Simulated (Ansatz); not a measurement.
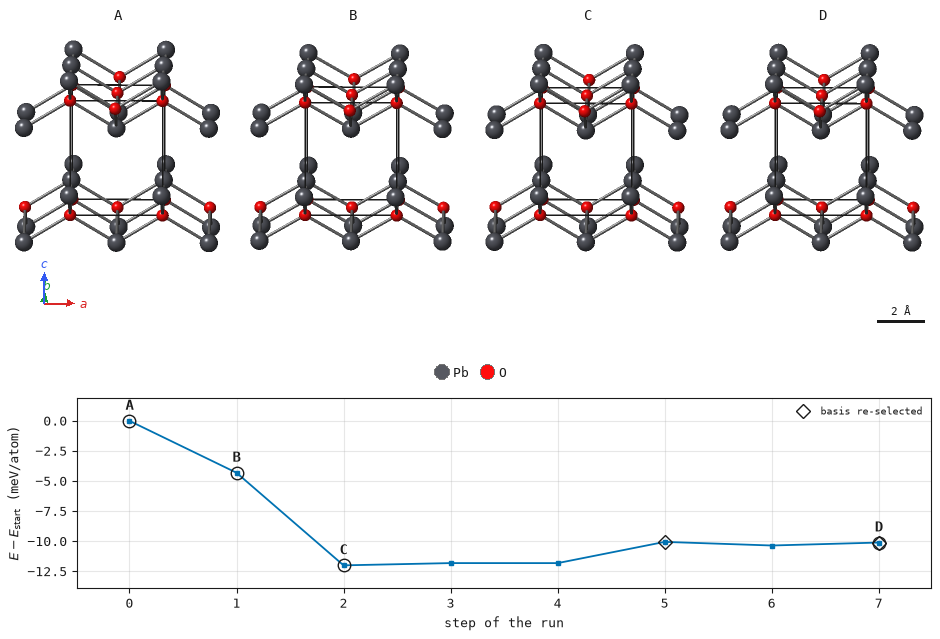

Frames of a relaxation of a crystal of PbO (set up in P4/nmm), marked on the history of the run. The picture is a ball-and-stick view of the cell of the calculation, seen from a free direction.

The run lets cell and atoms move.

Theory: Ansatz, Kohn-Sham DFT of a periodic cell, LDA, Ansatz PAW.

Input
```yaml
crystal:
  lattice:
    - [3.99, 0.0, 0.0]
    - [0.0, 3.99, 0.0]
    - [0.0, 0.0, 5.01]
  atoms:
    - { symbol: Pb, position: [0.5, 0.0, 0.76] }
    - { symbol: Pb, position: [0.0, 0.5, 0.24] }
    - { symbol: O, position: [0.5, 0.5, 0.0] }
    - { symbol: O, position: [0.0, 0.0, 0.0] }
hamiltonian:
  xc: lda
  pseudopotentials: { kind: paw }
kpoints:
  mp_grid: { grid: [7, 7, 6] }
scf:
  occupations: { method: fermi_dirac, width: 0.05 }
output:
  forces: true
  stress: true
relax:
  f_tol: 0.01
  max_steps: 40
  cell: { stress_tol: 0.05 }
```

Command:
```bash
ansatz run input.yaml --threads 2 --pin off --max-ram 5632MiB --backend cpu --events-out ev --progress --plain --runs-dir out
```

**Describe the path.**

Over 5 accepted moves (7 points after the start) the energy falls by 10.1 meV per atom. The largest force component goes from 0.6 to 0.00039 eV/Å. Pressure: −3.62 GPa at the start and −0.02 GPa at the end. The SCF was repeated twice at an unchanged geometry on a basis and grid sized afresh for the cell, which shifted the energy by 1.8 meV per atom at most. No atom moves by more than 0.005 Å relative to the cell. Cell: a = b 3.990 → 3.944 Å (−1.2 %), c 5.010 → 4.898 Å (−2.2 %). Volume −4.5 %. Among the contacts that change: O–Pb 2.329 → 2.297 Å. The space group stays P4/nmm (No. 129). From step 0 to 1: Pb atoms move most (0.05 Å), volume −3.6 %, energy −4.3 meV per atom. From step 1 to 2: Pb atoms move most (0.05 Å), volume −0.9 %, energy −7.7 meV per atom. From step 2 to 7: energy +1.9 meV per atom.

```csv
step,"E − E(0), meV/atom","largest force component, eV/Å","pressure, GPa","volume, Å³/atom",note
0,0.00,0.6047,-3.62,19.940,
1,-4.31,0.7076,2.24,19.227,
2,-12.00,0.0290,0.01,19.049,
3,-11.81,0.0023,-0.04,19.135,
4,-11.81,0.0009,-0.02,19.136,
5,-10.05,0.0009,-0.16,19.136,"same geometry, new basis"
6,-10.35,0.0004,-0.01,19.043,
7,-10.11,0.0004,-0.02,19.043,"same geometry, new basis"
```
